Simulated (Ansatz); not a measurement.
```xyz
6
Lattice="4.7213 0.0000 0.0000 0.0000 0.0000 -3.1900 0.0000 4.7242 0.0000" Properties=species:S:1:pos:R:3 pbc="T T T"
Sn    2.3606    2.3121   -1.5950
Sn    0.0000    0.0000    0.0000
O     1.4427    1.4483    0.0000
O     3.8033    0.9138   -1.5950
O     0.9180    3.8104   -1.5950
O     3.2786    3.2759    0.0000
```

Space group Pm; a structure from a database of computed crystals, not necessarily the ambient phase; changed on purpose from its base cell (atom 1 (Sn) moved -0.050 A along Cartesian [0 1 0]); not relaxed (largest force 1.2 eV/Å).

Method: DFT LDA, scalar-relativistic, plane waves, PAW (Ansatz 0.2.0).

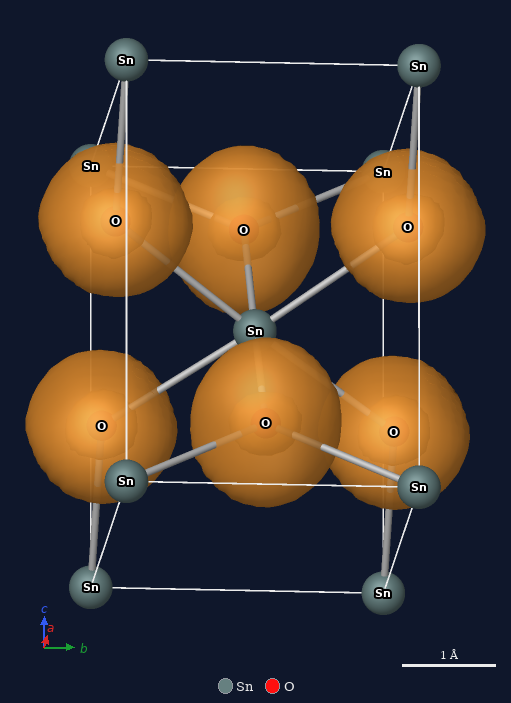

SnO2. Isosurface of the ELF at 0.7 (orange), seen at an oblique angle. Core shells and regions of very low density are left out. Sticks mark near contacts.

### Describe the localisation domains.

The surface consists of four regions wrapped around O (the valence shell of each), counted in one cell of 6 atoms. Regions shared between cells count once. Profiles from the grid: Sn–O (2.01 Å): the ELF peaks at about 0.80 in the valence shell of O, 0.6 Å from its nucleus, and is about 0.25 at the midpoint; no localised pair shows between them. Sn–O (2.05 Å): the ELF peaks at about 0.80 in the valence shell of O, 0.6 Å from its nucleus, and is about 0.25 at the midpoint; no shared electron pair shows on this line.

### Does the calculation give a band gap?

It is gapped, with a Kohn–Sham gap of 1.1 eV on the k-point mesh, an upper bound to the gap of this method.
